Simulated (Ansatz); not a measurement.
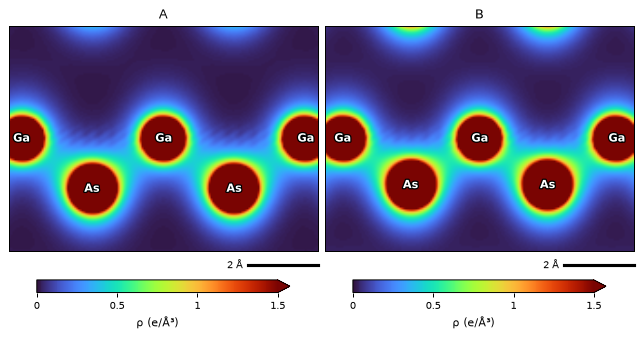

GaAs. The valence electron density of two cells that differ in size and shape, on the (011̄) plane of each (indices in the axes of the calculation cell), at one length scale and on one colour scale: A has 24.3 Å³ an atom and B 20.9.

Computed with DFT PBE, scalar-relativistic, plane waves, PAW (Ansatz).

In a PAW calculation such maps are meaningful between the atoms, not at the nuclei.

What changes from the larger cell to the smaller?

Answer. From the larger cell to the smaller, Ga–As goes from 2.51 to 2.39 Å, and the density at its midpoint from 0.45 to 0.55 e/Å³; the pressure goes from −1.4 to 10 GPa; the Kohn–Sham gap goes from metallic to 0.89 eV.
